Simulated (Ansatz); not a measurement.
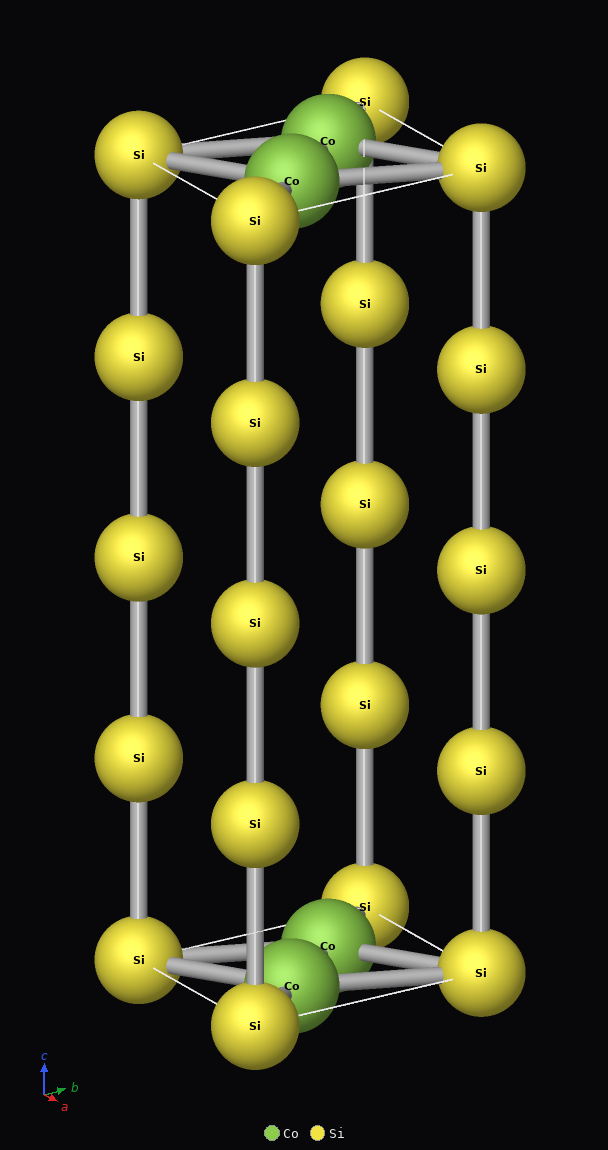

A ball-and-stick rendering, viewed slightly off an axis. One conventional unit cell is framed, with atoms on its boundary repeated. Cell: a = 4.00 Å, b = 4.00 Å, c = 9.43 Å, α = 90.00°, β = 90.00°, γ = 120.00°.

Provenance: a random cell made by a generator, so it need not be a real form of the compound. Earlier steps of the study may have refined or changed the cell and positions. It went into a calculation with Ansatz.

### Describe the arrangement of the atoms.

The structure is one of CoSi₂. It is primitive hexagonal, space group P6/mmm (No. 191). With Z = 2, the cell contains 2 Co, 4 Si. The coordination, counted out to bonding distance, is Co 6 and Si 2 to 8 (mean 3.5).

Computed with Ansatz, DFT PBE, scalar-relativistic, plane waves, PAW. Settings: a cutoff energy of 420 eV, k-grid 12×12×4, Gaussian smearing of 0.1 eV, collinear spins.

### Which atoms carry magnetic moments in this run, and how do they order?

The state reached is ferromagnetic. Sizes: Co 1.4 μB; net moment 2.7 μB in the run's cell of 6 atoms.

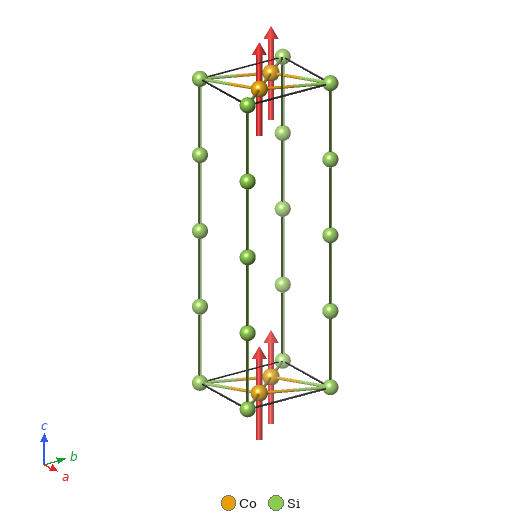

Site moments above 0.25 μB as arrows, small induced ones on non-metal atoms left out (red along the largest or up, blue against, purple across). The run's cell of 6 atoms is drawn.

### Is the electronic structure metallic or gapped?

A metal: bands cross the Fermi level.

### Predict the Bader charges.

Co -0.07 e; Si -0.04 to +0.11 e.

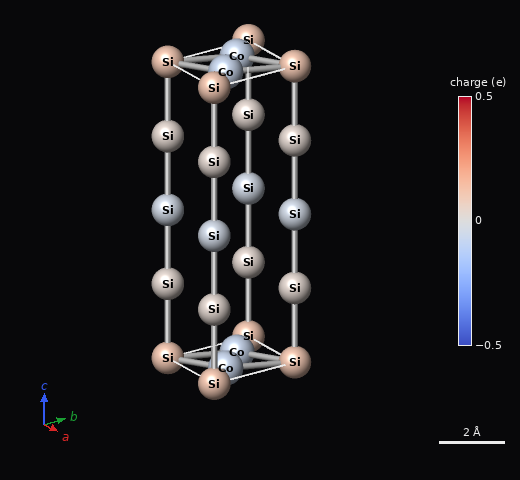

The atoms coloured by those charges. The run's cell of 6 atoms is drawn.

### Is the structure in equilibrium?

Yes. All forces vanish to within 0.01 eV/Å. The pressure is 0.0 GPa, close to zero.
